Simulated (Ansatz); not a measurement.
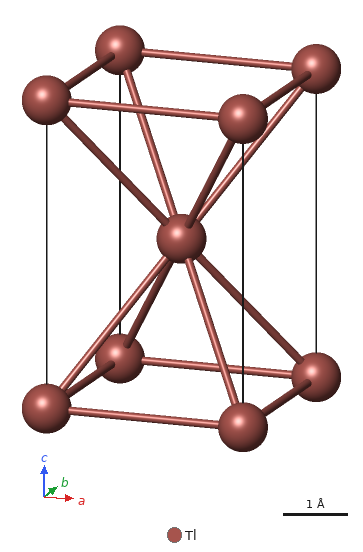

Reference structure: a symmetric starting cell of Tl (made from another compound by putting Tl in place of In). A ball-and-stick model of the conventional cell (2 times the calculation's cell), seen slightly off an axis. Lengths and directions refer to the drawn axes.

Computed with DFT PBEsol, scalar-relativistic, plane waves, PAW (Ansatz). Set-up: plane-wave cutoff 420 eV; k-point mesh 18 × 18 × 18; occupations gaussian; smearing width 0.1 eV; no spin polarisation.

Change: All lengths are scaled by −0.9 % (volume −2.7 %), the atoms keeping their fractional coordinates. No relaxation follows. The starting cell wasn't computed here and needn't be at equilibrium, so pressure and forces aren't due to the change alone.

Input file:
```yaml
crystal:
  lattice:
    - [-1.631695286, 1.631695286, 2.4823863437]
    - [1.631695286, -1.631695286, 2.4823863437]
    - [1.631695286, 1.631695286, -2.4823863437]
  atoms:
    - { symbol: Tl, position: [0.0, 0.0, 0.0] }
basis:
  ecutwfc: 420
kpoints:
  mp_grid: { grid: [18, 18, 18] }
hamiltonian:
  xc: pbesol
scf:
  occupations: { method: gaussian, width: 0.1 }
output:
  forces: true
  stress: true
  eigenvalues: true
```

What does the calculation give for the changed structure?

Answer. The pressure is 3.1 GPa (not all of it need come from the change, since the unchanged cell can be under pressure at this level too). The principal stresses (compression positive) are 2.8 GPa along c and 3.3 GPa across it. All forces vanish by symmetry. Among the bonded contacts that change: Tl–Tl 3.421 → 3.389 Å, Tl–Tl 3.294 → 3.263 Å. The space group stays I4/mmm (No. 139).
